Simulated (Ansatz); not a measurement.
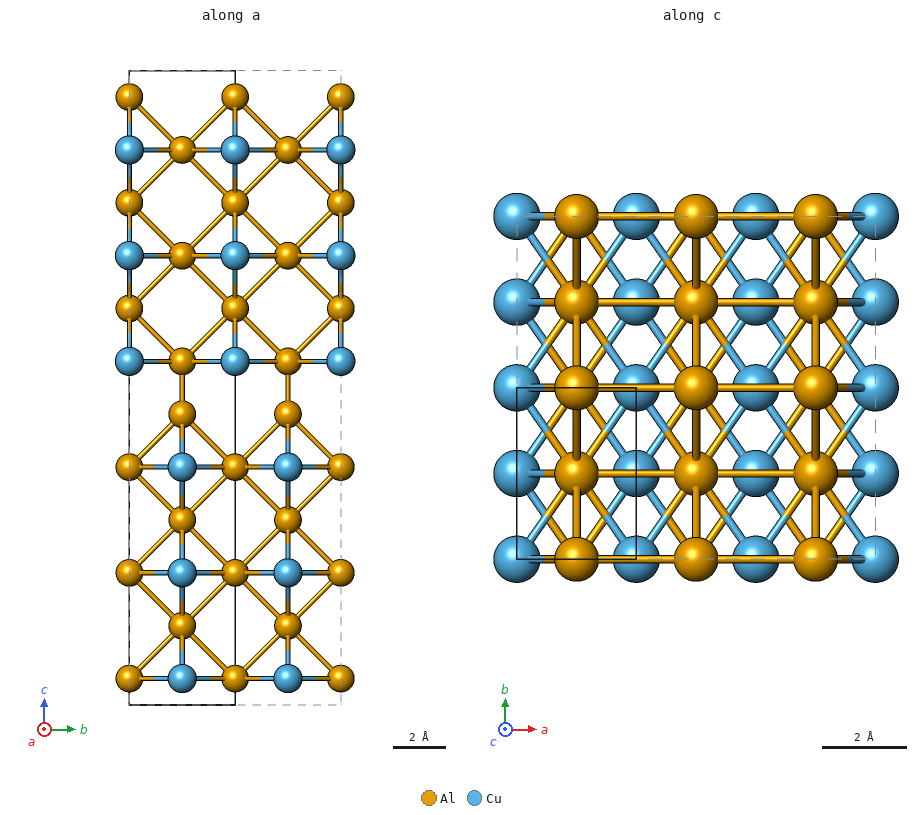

The figure gives a ball-and-stick picture of the atoms, viewed along the a axis and along the c axis. The conventional unit cell (solid box) is repeated to 3×2×1 cells.

Al2Cu, space group Amm2 (No. 38), a = 2.85 Å, b = 4.08 Å, c = 24.51 Å, α = 90.00°, β = 90.00°, γ = 90.00°.

Method used: DFT PBEsol, scalar-relativistic, plane waves, PAW (Ansatz 0.2.0). It ran with E_cut = 420 eV, k-points about 0.14 Å⁻¹ apart, Gaussian smearing of 0.15 eV, no spin polarisation.

### Metal or not?

A metal: bands cross the Fermi level.

### How far is the cell from zero pressure?

The computed pressure is 4.9 GPa (compressed: it would expand). The stress isn't hydrostatic: its largest component is 14.4 GPa.

The cell started as a structure listed in the Materials Project. The cell was then strained or its atoms displaced on purpose. It was the input of a calculation with Ansatz.

At this level of theory the run's own cell isn't at rest (compressed, at 5 GPa and forces up to 7.0 eV/Å), so its distances can differ from those at equilibrium, the more so the softer the solid.
